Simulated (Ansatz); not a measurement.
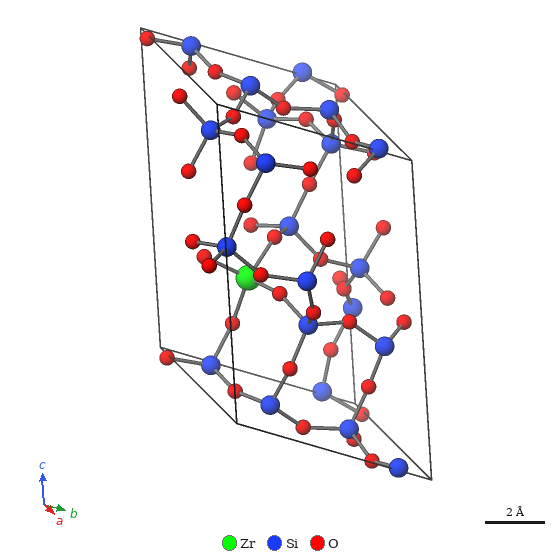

Structure drawing (ball-and-stick), viewed slightly off an axis. One supercell is framed, with atoms on its boundary repeated. The host is SiO$_{2}$, in a cell of 48 sites, and the cell is neutral.

Question: What defect is present?

Answer: Zirconium on a silicon site (a substitutional impurity). It is bonded to four O in a distorted tetrahedral arrangement at about 1.9 Å.

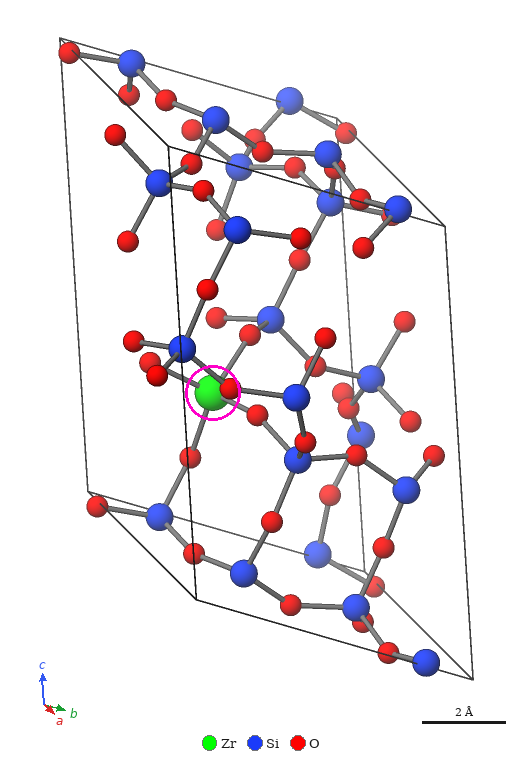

The same cell with a ring at the defect's site.

The atoms were relaxed in the host's cell with DFT PBE, scalar-relativistic, plane waves, PAW (Ansatz).
